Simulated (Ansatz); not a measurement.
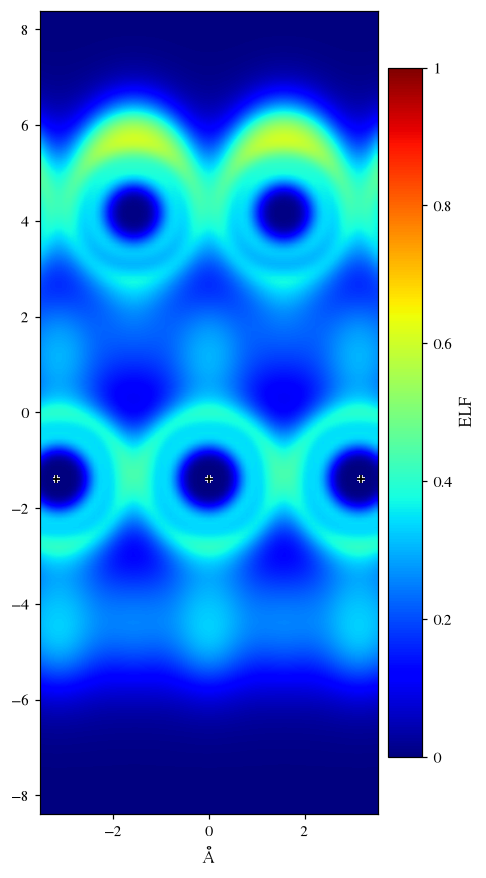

The ELF on a plane through atoms (crosses mark nuclei in the plane).

The calculation used Kohn-Sham DFT of a periodic cell, PBE, Ansatz PAW in Ansatz 0.2.0.

Candidates:
A. Si3N4, a = 4.16 Å, b = 4.16 Å, c = 4.16 Å, α = 90.00°, β = 90.00°, γ = 90.00°. Space group P-43m; a generated structure, not necessarily the stable one; computed pressure about −5 GPa in this cell.
B. Sn (slab), a = 3.18 Å, b = 3.68 Å, c = 23.38 Å, α = 90.00°, β = 90.00°, γ = 115.59°. 

Which system is this?

Candidate B: Sn on the (010) plane of the calculation cell, a cut from vacuum to vacuum, which holds Sn. Sn–Sn (3.18 Å): the ELF is about 0.45 at the midpoint.
